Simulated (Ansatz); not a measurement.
System: CsBr, space group Pm-3m (No. 221).

The given structure:
```cif
data_structure
_symmetry_space_group_name_H-M 'P 1'
_symmetry_Int_Tables_number 1
_cell_length_a 4.3256
_cell_length_b 4.3256
_cell_length_c 4.3256
_cell_angle_alpha 90.000
_cell_angle_beta 90.000
_cell_angle_gamma 90.000
_cell_volume 80.94
loop_
_atom_site_label
_atom_site_type_symbol
_atom_site_fract_x
_atom_site_fract_y
_atom_site_fract_z
_atom_site_occupancy
Cs1 Cs 0.00000 0.00000 0.00000 1
Br1 Br 0.50000 0.50000 0.50000 1
```

One of the inputs:
```
crystal:
  lattice:
    - [4.32562222, 0.0, 0.0]
    - [0.0, 4.32562222, 0.0]
    - [0.0, 0.0, 4.32562222]
  atoms:
    - { symbol: Cs, position: [0.0, 0.0, 0.0] }
    - { symbol: Br, position: [0.5, 0.5, 0.5] }
kpoints:
  mp_grid: { grid: [6, 6, 6] }
  band_path:
    path:
      - [0.0, 0.0, 0.0]
      - [0.0, 0.5, 0.0]
      - [0.5, 0.5, 0.0]
      - [0.0, 0.0, 0.0]
      - [0.5, 0.5, 0.5]
      - [0.0, 0.5, 0.0]
      - [0.5, 0.5, 0.5]
      - [0.5, 0.5, 0.0]
    npoints: 14
scf:
  occupations: { method: fermi_dirac, width: 0.02 }
hamiltonian:
  xc: pbe
  pseudopotentials: { kind: paw }
output:
  forces: true
  stress: true
  eigenvalues: true
  efg: { contact_densities: true }
  populations: true
  bader: true
  dos: { projected: true, de: 0.2, e_range: [-14, 8] }
  write_density: true
  write_potential: true
  elf: true
  volumetric_format: npy
```

Launched with:
```bash
ansatz run input.yaml --threads 1 --pin off --max-ram 2048MiB --backend cpu --events-out ev --progress --plain --runs-dir out
```

Calculation (Ansatz 0.2.0): periodic Kohn-Sham DFT of a crystal at fixed atoms, scaled to the stated factor times the given cell; pressure positive in compression. Level: PBE.

```
       setting            value
        method  frozen-core PAW
    relativity           scalar
        k mesh            6×6×6
   occupations      Fermi–Dirac
smearing width          0.02 eV
   wave cutoff           420 eV
       PAW set           soft_2
```

V(given) is 40.47 Å³/atom.

Predict the pressure against V/V(given). The V/V(given) takes the values 0.941, 0.970, 1.000, 1.030, 1.060.

The pressure falls from 1.686 GPa at V/V(given) 0.941 to −0.166 GPa at 1.060, and changes sign near 1.046. The volume at zero pressure from a fit of the pressures is 42.3 Å³/atom. The bulk modulus from that fit is 12.1 GPa.

```tsv
V/V(given)	pressure (GPa)
0.941	1.686
0.970	1.103
1.000	0.604
1.030	0.186
1.060	-0.166
```

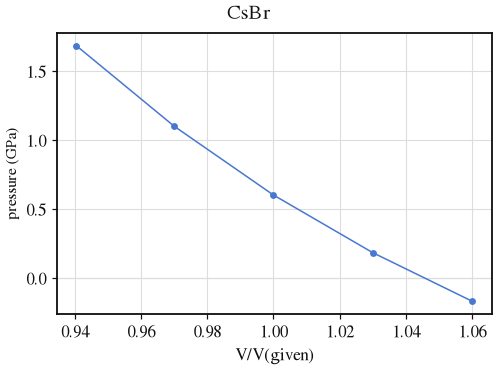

Note: no spin-orbit coupling on heavy atoms.
